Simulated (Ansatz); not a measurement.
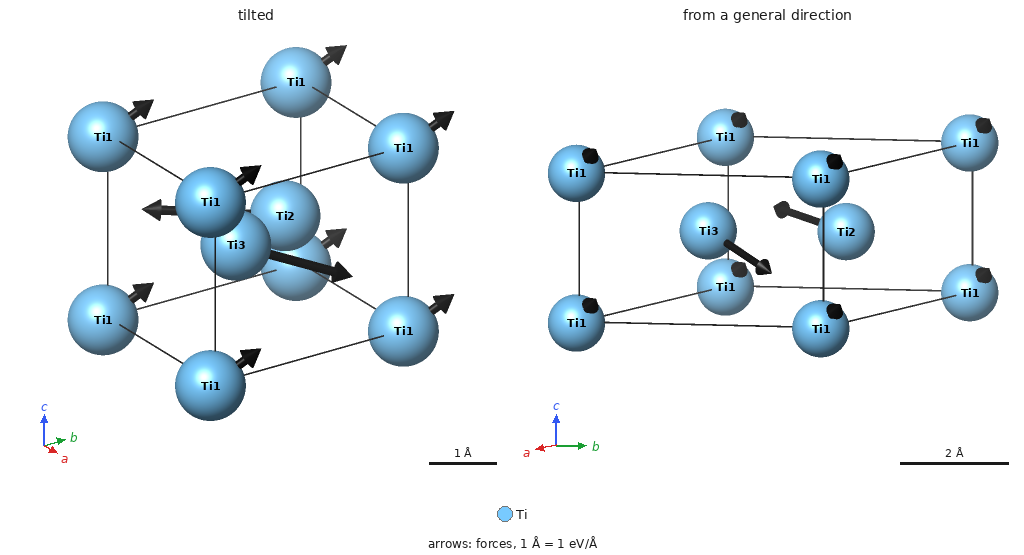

Spheres-only drawing of the structure, looking slightly off an axis and from a general direction. The edges of the simulation cell are marked. The arrows are the computed forces on the atoms.

System: Ti. The numbers come from DFT r2SCAN, scalar-relativistic, plane waves, PAW in Ansatz, using an energy cutoff of 500 eV, k-points on a 12×12×12 grid, Gaussian smearing of 0.15 eV, no spin polarisation.

Are the forces small enough to call this converged?

No. The atoms still feel forces of up to about 1.7 eV/Å, far above a usual threshold of 0.01 to 0.03 eV/Å.

Find the atom with the largest force.

Ti2, about 1.7 eV/Å.

Provenance: a structure listed in the Materials Project. The cell was then strained or its atoms displaced on purpose. It was run through Ansatz as a DFT input.
